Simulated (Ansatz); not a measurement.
## Band-structure calculation of KTaO3

The run: band-structure calculation of KTaO3 (Cmmm, 5 atoms in the cell). Method and program: DFT, PBE, plane waves, PAW, no spin polarisation (Ansatz 0.2.0).

The structure was built on a prototype by a generator; it need not be a known phase. The geometry comes from this level: r2SCAN (a point of a series of strains). It belongs to a series of runs on one base structure; here: shear_xy strain -1.5%. Figures and captions count atoms from 1; the log counts them from 0 in places.

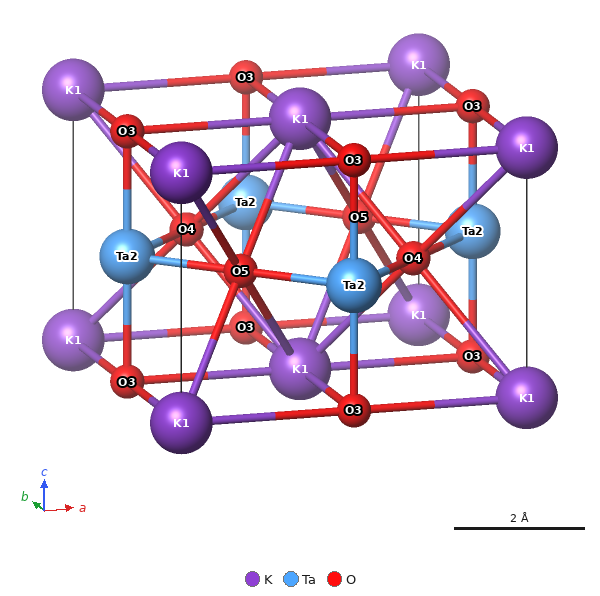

The input geometry (ball-and-stick view of the cell 2 times as large as that of the calculation, set on its symmetry axes, seen slightly off an axis; atoms are numbered from 1 in the order of the input).

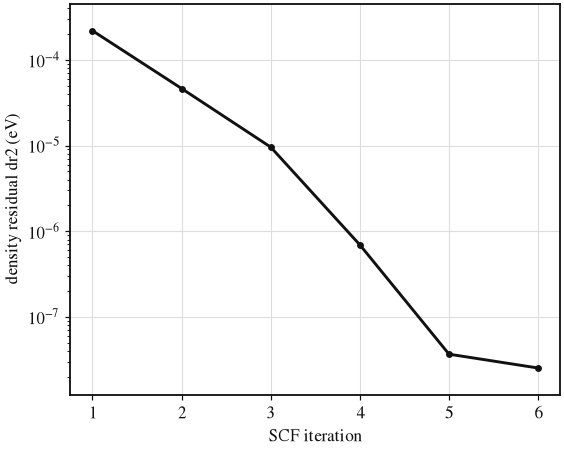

Convergence of the self-consistent field: density residual dr2 against the SCF iteration. The residual falls at every step.

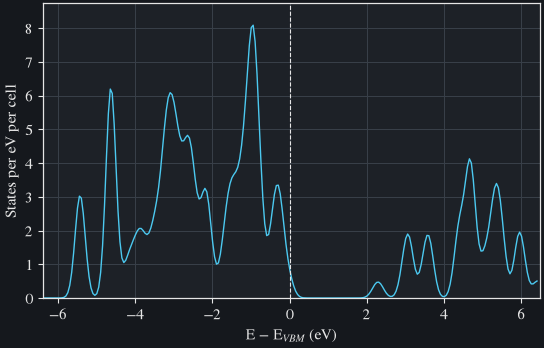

Density of states (the curve is built from the levels of the k mesh with Gaussians 0.3 eV wide, which also blur the band edges), with energies from the valence-band top. There is a gap of 2.19 eV on the k-point mesh. Small ripples come from the finite k-point mesh.

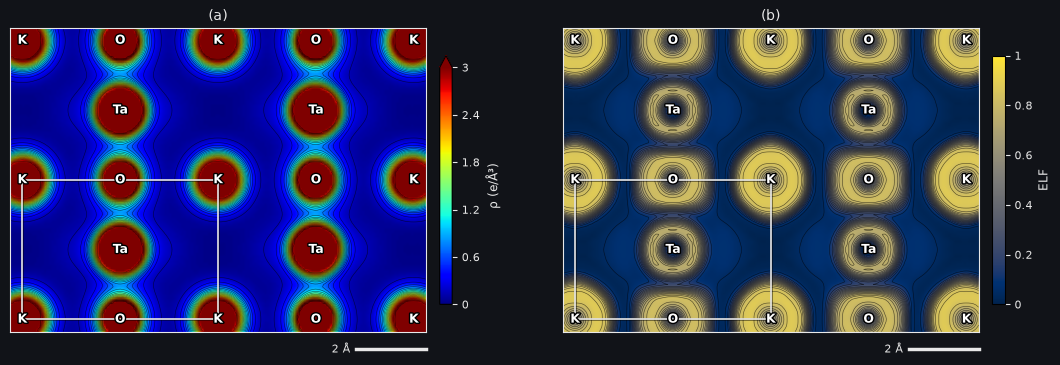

(a) valence electron density; (b) electron localisation function on the (010) plane of the conventional cell. The section cuts through K, Ta and O sites. Ta–O (2.00 Å): the density is about 0.87 e/Å³ at the midpoint; the ELF peaks at about 0.80 in the valence shell of O, 0.6 Å from its nucleus, and drops to about 0.20 between the two atoms. K–O (2.80 Å): ρ at the midpoint is about 0.11 e/Å³; the ELF is about 0.05 at the midpoint, which marks ionic bonding with no shared pair. Away from the nuclei the density in this plane falls to 0.02 e/Å³ at its lowest. The strong features right at K and Ta lie inside the PAW spheres (semicore, d or f shells) and say nothing about bonding. The fields are those of the smooth PAW valence density.

The input that produced these results follows, with the program's output.

### Input file
```yaml
crystal:
  lattice:
    - [3.990131103, -0.0299259833, 0.0]
    - [-0.0299259833, 3.990131103, 0.0]
    - [0.0, 0.0, 3.990131103]
  atoms:
    - { symbol: K, position: [0.0, 0.0, 0.0] }
    - { symbol: Ta, position: [0.5, 0.5, 0.5] }
    - { symbol: O, position: [0.5, 0.5, 0.0] }
    - { symbol: O, position: [0.5, 0.0, 0.5] }
    - { symbol: O, position: [0.0, 0.5, 0.5] }
kpoints:
  mp_grid: { grid: [6, 6, 6] }
  band_path:
    path: [[0.0, 0.0, 0.0], [0.0, 0.5, 0.0], [0.5, 0.5, 0.0], [0.5, 0.5, 0.5]]
    npoints: 1
hamiltonian:
  xc: pbe
scf:
  occupations: { method: fermi_dirac, width: 0.02 }
  n_extra_bands: 5
output:
  forces: true
  stress: true
  eigenvalues: true
  write_density: true
  write_potential: true
  elf: true
  volumetric_format: npy
```

Command:
```bash
ansatz run input.yaml --threads 2 --pin off --max-ram 2211MiB --backend cpu --events-out ev --progress --plain --runs-dir out
```

### The program's output
```
scf.n_extra_bands = 5 over 20 filled bands (N_el = 40.0): the run solves 25 bands
Engine: ansatz 0.2.0, x86_64-unknown-linux-gnu
Pseudopotentials: kind: paw
Pseudopotential: K, paw, valence charge 9, recommended cutoff 420 eV (normal), K.paw.azcp
Pseudopotential: Ta, paw, valence charge 13, recommended cutoff 420 eV (normal), Ta.paw.azcp
Pseudopotential: O, paw, valence charge 6, recommended cutoff 420 eV (normal), O.paw.azcp
Functional definition: PBE
  parameter kappa = 0.804
  parameter beta = 0.06672455060314922
  exchange = pbe_x(kappa = kappa, mu = beta*pi^2/3)
  correlation = pbe_c(beta = beta)
Crystal: 5 atoms, lattice volume = 63.524 Å³
Basis set: ecut = 420 eV, 1245 PW (Γ), exchange–correlation on 54×54×54 points (8 copies of the dense FFT grid, shifted against one another)
Bands: 25, of which v1, the nominal top of the filled ones, is band 20 counted from 1 (19 counted from 0)
Symmetry: 8 space group operations
Space group: Cmmm (ITA 65), of the structure as read, at distance tolerance 4.0e-5 Å
k-points: 52 of 216
Non-local potential: K, projectors of the file, l = 0: 3, l = 1: 2, l = 2: 2
Non-local potential: Ta, projectors of the file, l = 0: 3, l = 1: 2, l = 2: 2, l = 3: 1
Non-local potential: O, projectors of the file, l = 0: 2, l = 1: 2, l = 2: 1
PAW form: soft (Blöchl's): semilocal exchange-correlation on the pseudo side does not see the compensation charge
PAW one-centre angular grid: K, 110 points (default); XC on 64 Gauss nodes
PAW one-centre angular grid: Ta, 590 points (default); XC on 64 Gauss nodes
PAW one-centre angular grid: O, 110 points (default); XC on 64 Gauss nodes
Initial density: superposition of atomic densities (neutral atoms: chi_scale 0, normalization atom), corrected by the library's trained network
Initial wavefunctions: pseudopotential atomic-orbital guess
Functional: x = pbe(κ = 0.804, μ = 0.2195149727645171), c = pbe(β = 0.06672455060314922)
SCF iter   1: F=—  HF=-13178.196526 eV  |F-HF|=—  |Δ(HF+E_count)|=         —  Δρ=1.01e-3  dr2=2.19e-4  ethr=1.77e-3  ⟨swp⟩=6.7  Hψ=6533  notcnv=0
preconditioner: auto → Resta (q_TF=auto, 2.526 Å⁻¹)  ε∞=4.7  [insulator: Δε(μ)=2.182 eV  Ē_g=13.231 eV  σ=0.020 eV  W_gap=1.00  n_scr=18 (ndim 8)  ℏωp=25.5 eV  f_vac=0.016  D(μ)=0.00/eV (n_scr^D=0)  ε∞_Penn≈4.7]
SCF iter   2: F=—  HF=-13178.196985 eV  |F-HF|=—  |Δ(HF+E_count)|=   4.59e-4  Δρ=5.21e-4  dr2=4.63e-5  ethr=5.46e-7  ⟨swp⟩=2.0  Hψ=2827  notcnv=0  defer=12
SCF iter   3: F=—  HF=-13178.198313 eV  |F-HF|=—  |Δ(HF+E_count)|=   1.33e-3  Δρ=2.55e-4  dr2=9.58e-6  ethr=1.16e-7  ⟨swp⟩=2.4  Hψ=2039  notcnv=0  defer=12
SCF iter   4: F=—  HF=-13178.198364 eV  |F-HF|=—  |Δ(HF+E_count)|=   5.14e-5  Δρ=5.20e-5  dr2=6.93e-7  ethr=2.39e-8  ⟨swp⟩=2.7  Hψ=2321  notcnv=0  defer=12
iter 5 did not close the SCF: its close was put off for the readings that it lacked (scf_convergence_deferred on its scf_iter line)
SCF iter   5: F=-13178.198366 eV  HF=-13178.198366 eV  |F-HF|=2.36e-9  |Δ(HF+E_count)|=   1.82e-6  Δρ=7.41e-6  dr2=3.67e-8  ethr=1.73e-9  ⟨swp⟩=2.2  Hψ=2133  notcnv=0  defer=12
SCF iter   6: F=-13178.198366 eV  HF=-13178.198366 eV  |F-HF|=2.20e-8  |Δ(HF+E_count)|=   1.97e-8  Δρ=6.94e-6  dr2=2.53e-8  ethr=9.19e-11  ⟨swp⟩=9.2  Hψ=8758  notcnv=0
SCF 1 converged in 6 iterations: F = -13178.198366 eV  dr2 = 2.53e-8
  greatest PAW one-centre occupation: 0.999 electrons in one spin orbital (limit 2), on the Ta atom at site 1 (counted from 0), in its partial waves of l = 0
NSCF: frozen V_eff on 4 k-points
SCF converged after 6 iterations
Free energy (F): -13178.198366 eV
Harris-Foulkes:  -13178.198366 eV  (|F-HF|=2.20e-8)
Internal energy: -13178.198366 eV  (E = F + TS)
E sigma→0 (E₀):  -13178.198366 eV
Fermi energy:    9.885431 eV
--- Per-component energies (eV) ---
  E_band       = -252.599425
  E_kinetic    = 1146.517379
  E_local      = -2224.481579  (includes V_loc(G=0)·N_el)
  E_nonlocal   = 170.555461
  E_hartree    = 778.560276
  E_xc         = -576.174613
  E_vxc        = -652.960869  (∫ρ·V_xc dr)
  E_paw        = -9653.075996  (= ΣΔE_a)
  E_vpaw       = -249.358060  (= ΣTr[D̂ρ^β])
  E_aug_tail   = 0.007416  (compensation charges beyond the density's cutoff)
  E_ewald      = -2820.106711
  E_smearing   = -0.000000  (= −TS)
  E_closure    = 0.000000  (closes the sum)
  Σ components = -13178.198366   (vs F -13178.198366, Δ=0.00e0)
--- Forces (eV/Å), atoms counted from 1 ---
  atom   1  K      0.00000000    -0.00000000     0.00000000
  atom   2  Ta    -0.00000000    -0.00000000    -0.00000000
  atom   3  O      0.00000000    -0.00000000    -0.00000000
  atom   4  O      0.00000000    -0.00000000    -0.00000000
  atom   5  O     -0.00000000    -0.00000000     0.00000000
  max |Σ_I F_I| component: 6.06e-29 eV/Å
--- Stress (GPa, compression-positive) ---
        5.126649       1.506968       0.000000
        1.506968       5.126649       0.000000
        0.000000       0.000000       5.122820
  P = ⅓ Tr σ = 5.1254 GPa (51.254 kbar)
--- Band table (eV; the first three rows and the last of 52) ---
  k-point 0: bands = ["-58.7271", "-25.2533", "-25.2472", "-25.2409", "-18.5368", "-8.7502", "-8.0593", "-8.0573", "-2.0958", "-2.0857", "-2.0755", "6.3420", "6.3665", "6.3911", "7.6900", "7.7238", "7.7518", "8.1328", "8.1595", "8.1932", "10.9674", "10.9877", "11.0113", "15.3977", "15.5720"]
  k-point 1: bands = ["-58.7270", "-25.2699", "-25.2523", "-25.2400", "-18.5299", "-8.6819", "-8.0516", "-7.9043", "-2.0869", "-2.0654", "-2.0502", "5.6957", "6.3120", "6.3588", "7.3152", "7.3417", "7.4912", "7.6031", "8.0009", "8.0999", "11.0261", "11.7576", "11.7966", "15.5853", "15.8167"]
  k-point 2: bands = ["-58.7268", "-25.3144", "-25.2505", "-25.2382", "-18.5161", "-8.6439", "-8.0401", "-7.4389", "-2.0690", "-2.0451", "-1.9783", "4.1385", "6.2537", "6.2895", "6.7008", "6.7286", "6.8597", "7.3783", "7.9119", "8.0244", "11.1053", "13.1240", "13.1526", "15.6042", "16.6988"]
  k-point 51: bands = ["-58.7260", "-25.3321", "-25.3276", "-25.3227", "-18.4798", "-7.1344", "-7.1213", "-7.1057", "-2.3497", "-2.3424", "-2.3346", "3.2786", "3.4137", "3.4151", "4.8569", "4.8867", "4.9163", "8.7655", "8.7743", "8.7768", "15.2435", "15.2670", "15.2945", "17.6254", "17.6820"]
```

### File bands.tsv
```
# k_distance	band_0	band_1	band_2	band_3	band_4	band_5	band_6	band_7	band_8	band_9	band_10	band_11	band_12	band_13	band_14	band_15	band_16	band_17	band_18	band_19	band_20	band_21	band_22	band_23	band_24
# fermi_ev = 9.885431
# lock_threshold_ev = 1e-6
# [0, 0, 0] at k_distance = 0.000000
# [0, 0.5, 0] at k_distance = 0.787407
# [0.5, 0.5, 0] at k_distance = 1.574814
# [0.5, 0.5, 0.5] at k_distance = 2.362155
# levels_relative_to = fermi_ev
# free_energy_ev = -13178.198366
# largest_residual_norms_ev = 4.814e-4 1.201e-4 1.318e-4 1.274e-4 8.425e-4 7.215e-4 7.934e-4 8.400e-4 2.760e-4 3.174e-4 3.190e-4 1.460e-3 1.282e-3 1.514e-3 1.344e-3 1.047e-3 1.603e-3 1.219e-3 1.177e-3 1.255e-3 1.571e-3 1.365e-3 7.064e-4 1.013e-3 2.847e-3
0.000000	-68.612489	-35.138691	-35.132666	-35.126375	-28.422228	-18.635629	-17.944777	-17.942748	-11.981253	-11.971150	-11.960912	-3.543397	-3.518934	-3.494335	-2.195423	-2.161666	-2.133602	-1.752648	-1.725958	-1.692263	1.081938	1.102238	1.125838	5.512242	5.686603
0.787407	-68.612119	-35.222065	-35.129025	-35.128576	-28.394712	-18.535192	-17.921457	-17.028528	-11.932966	-11.932369	-11.826573	-6.524598	-3.644191	-3.643540	-3.417085	-3.416069	-3.230377	-2.615337	-1.948552	-1.948453	1.261387	3.927443	3.929642	5.727663	7.383068
1.574814	-68.611759	-35.221648	-35.212269	-35.125452	-28.380711	-18.174069	-17.105902	-17.075809	-11.975195	-11.957756	-11.866880	-6.598245	-6.484954	-5.638067	-3.947652	-3.902197	-2.746409	-2.541131	-2.523309	-1.150449	3.932885	4.001593	5.249503	6.585187	8.961121
2.362155	-68.611385	-35.217510	-35.213004	-35.208150	-28.365205	-17.019854	-17.006704	-16.991125	-12.235164	-12.227850	-12.220076	-6.606813	-6.471739	-6.470305	-5.028496	-4.998706	-4.969138	-1.119887	-1.111101	-1.108604	5.358076	5.381528	5.409023	7.740003	7.796590
```

### File rho_z.tsv
```
# z_ang	rho[e/angstrom^3]
# format = ansatz-planar-average/11
# lattice	3.990131103	-0.029925983	0.000000000
# lattice	-0.029925983	3.990131103	0.000000000
# lattice	0.000000000	0.000000000	3.990131103
# sites	5
# site	19	0.000000000	0.000000000	0.000000000
# site	73	1.980102560	1.980102560	1.995065551
# site	8	1.980102560	1.980102560	0.000000000
# site	8	1.995065551	-0.014962992	1.995065551
# site	8	-0.014962992	1.995065551	1.995065551
0.000000	8.801139e-1
0.147783	8.323471e-1
0.295565	7.008852e-1
0.443348	5.256307e-1
0.591131	3.636342e-1
0.738913	2.505677e-1
0.886696	1.936666e-1
1.034478	1.934241e-1
1.182261	2.623727e-1
1.330044	4.183553e-1
1.477826	6.678561e-1
1.625609	9.782800e-1
1.773392	1.257835e0
1.921174	1.415827e0
2.068957	1.415827e0
2.216740	1.257835e0
2.364522	9.782800e-1
2.512305	6.678561e-1
2.660087	4.183553e-1
2.807870	2.623727e-1
2.955653	1.934241e-1
3.103435	1.936666e-1
3.251218	2.505677e-1
3.399001	3.636342e-1
3.546783	5.256307e-1
3.694566	7.008852e-1
3.842348	8.323471e-1
```

### File v_z.tsv
```
# z_ang	v_es[eV]	v_tot[eV]
# format = ansatz-planar-average/11
# xc	pbe
# density_cutoff_ev	1680
# datasets	K=:simpson_from_first_knot:soft	Ta=:simpson_from_first_knot:soft	O=:simpson_from_first_knot:soft
# lattice	3.990131103	-0.029925983	0.000000000
# lattice	-0.029925983	3.990131103	0.000000000
# lattice	0.000000000	0.000000000	3.990131103
# sites	5
# site	19	0.000000000	0.000000000	0.000000000
# site	73	1.980102560	1.980102560	1.995065551
# site	8	1.980102560	1.980102560	0.000000000
# site	8	1.995065551	-0.014962992	1.995065551
# site	8	-0.014962992	1.995065551	1.995065551
0.000000	2.991738e0	-8.552881e0
0.147783	3.445544e0	-7.917270e0
0.295565	4.748994e0	-6.149814e0
0.443348	6.563317e0	-3.635421e0
0.591131	8.597090e0	-8.388543e-1
0.738913	1.002278e1	1.265817e0
0.886696	1.040467e1	1.947524e0
1.034478	9.899574e0	1.380572e0
1.182261	8.720269e0	-4.307830e-1
1.330044	6.629980e0	-3.783245e0
1.477826	3.185015e0	-8.681141e0
1.625609	-4.404883e-1	-1.362707e1
1.773392	-3.446343e0	-1.757866e1
1.921174	-5.201518e0	-1.981493e1
2.068957	-5.201518e0	-1.981493e1
2.216740	-3.446343e0	-1.757866e1
2.364522	-4.404883e-1	-1.362707e1
2.512305	3.185015e0	-8.681141e0
2.660087	6.629980e0	-3.783245e0
2.807870	8.720269e0	-4.307830e-1
2.955653	9.899574e0	1.380572e0
3.103435	1.040467e1	1.947524e0
3.251218	1.002278e1	1.265817e0
3.399001	8.597090e0	-8.388543e-1
3.546783	6.563317e0	-3.635421e0
3.694566	4.748994e0	-6.149814e0
3.842348	3.445544e0	-7.917270e0
```

### Results in brief

```json
{"quantity": "outcome", "value": "converged"}
{"quantity": "space group (tolerance 0.01 Å)", "value": "Cmmm (65)"}
{"quantity": "electrons treated", "value": "40"}
{"quantity": "free energy", "value": "−13178.1984 eV"}
{"quantity": "Fermi energy", "value": "9.885 eV"}
{"quantity": "gap on the k-point mesh", "value": "2.19 eV"}
{"quantity": "pressure", "value": "5.13 GPa"}
{"quantity": "largest force (length of the vector)", "value": "under 0.001 eV/Å"}
{"quantity": "hardware", "value": "2 threads of AMD EPYC (Zen 3), 64 GiB of memory available, shared host"}
{"quantity": "wall time", "value": "3.1 s (CPU time 5.3 s)"}
{"quantity": "peak memory", "value": "0.4 GiB"}
```

### Remarks

Spin–orbit coupling is left out, which matters for Ta. The cell is under a pressure of 5.1 GPa at this level, so it is not at its equilibrium volume.
